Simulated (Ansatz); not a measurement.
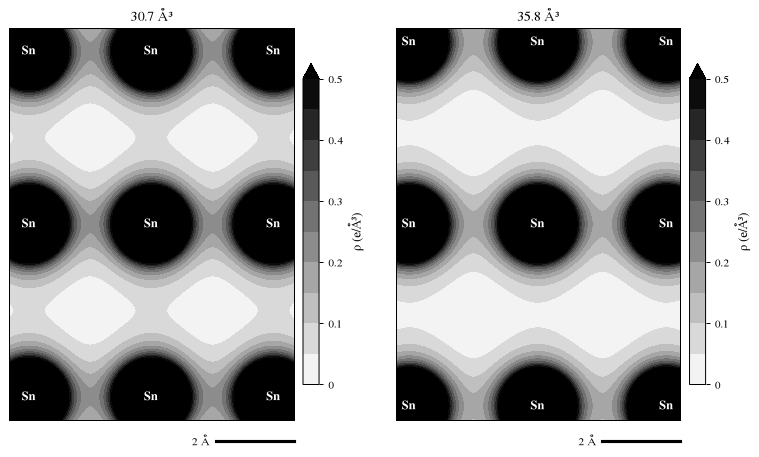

Sn. The valence charge density (pseudo) of cells scaled evenly to different volumes (given per atom above each panel), on the (101) plane of each (indices in the axes of the cell below), at one length scale and on one colour scale.

A generated structure, not necessarily the stable one.

The calculation used DFT, BLYP, plane waves (420 eV) with PAW, scalar-relativistic in Ansatz 0.2.0.

Core electrons are frozen (PAW), and the valence fields are smoothed inside the atomic spheres.

The largest cell:

```
Sn
1.0
     3.29588    0.00000    0.00000
     0.00000    3.29588    0.00000
     0.00000    0.00000    3.29588
Sn
1
Direct
  0.00000 0.00000 0.00000
```

| volume (Å³/atom) | Sn–Sn contact in the plane (Å) | ρ at its midpoint (e/Å³) | 
| --- | --- | --- |
| 30.69 | 3.131 | 0.211 | 
| 31.97 | 3.174 | ? | 
| 35.80 | 3.296 | 0.166 | 

### Estimate the missing row, and compare with the calculation.

Over the known rows ln ρ falls by 1.45 per Å of Sn–Sn distance (the line through the two), which gives 0.198 e/Å³ at 3.174 Å; the calculation gives 0.198 e/Å³.
